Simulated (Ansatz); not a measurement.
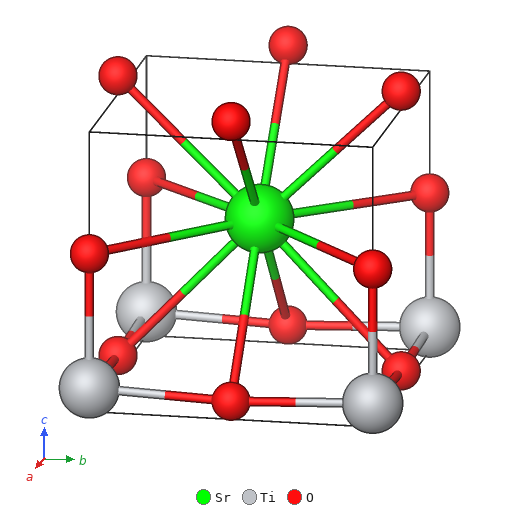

The image is a ball-and-stick drawing of a crystal, viewed slightly off an axis. Thin lines show the conventional unit cell, with boundary atoms drawn in all their periodic places.

SrTiO3, space group P4mm (No. 99), a = 3.904 Å, b = 3.904 Å, c = 3.923 Å, α = 90.00°, β = 90.00°, γ = 90.00°. The structure was taken from a structure type filled with these elements by a generator (whether the compound takes this form wasn't checked). Earlier steps of the study may have refined or changed the cell and positions. It was run through Ansatz as a DFT input.

This one geometry was computed with Ansatz (DFT, plane waves, PAW) at five levels of theory: HSE06, r2SCAN, PBE, PBE with spin-orbit coupling and PBE0. It was relaxed beforehand with r2SCAN.

Question: Which level gives the highest pressure at this volume, and what does that say about its equilibrium volume?

Answer: Highest: PBE (4.0 GPa) and PBE with spin-orbit coupling (4.0 GPa), which points to the largest equilibrium volume. Lowest, with the smallest volume: HSE06 (-1.7 GPa) and PBE0 (-1.9 GPa). Levels within 0.5 GPa of each other can't be told apart.

Question: How does the band gap change with the level of theory?

Answer: PBE with spin-orbit coupling: a gap of 1.90 eV, indirect; PBE: a gap of 1.90 eV, indirect; r2SCAN: a gap of 2.28 eV, indirect; HSE06: a gap of 3.35 eV, indirect; PBE0: a gap of 4.10 eV, indirect.

Question: Collect the results in a table.

Answer:
| level | cutoff (eV) | k-mesh of the run's cell | gap (eV) | pressure (GPa) |
| --- | --- | --- | --- | --- |
| HSE06 | 420 | 4×4×4 | 3.35 | -1.7 |
| r2SCAN | 500 | 6×6×6 | 2.28 | 0.0 |
| PBE | 420 | 6×6×6 | 1.90 | 4.0 |
| PBE with spin-orbit coupling | 420 | 6×6×6 | 1.90 | 4.0 |
| PBE0 | 420 | 4×4×4 | 4.10 | -1.9 |

Gaps are taken on the k-mesh or band path of each run.
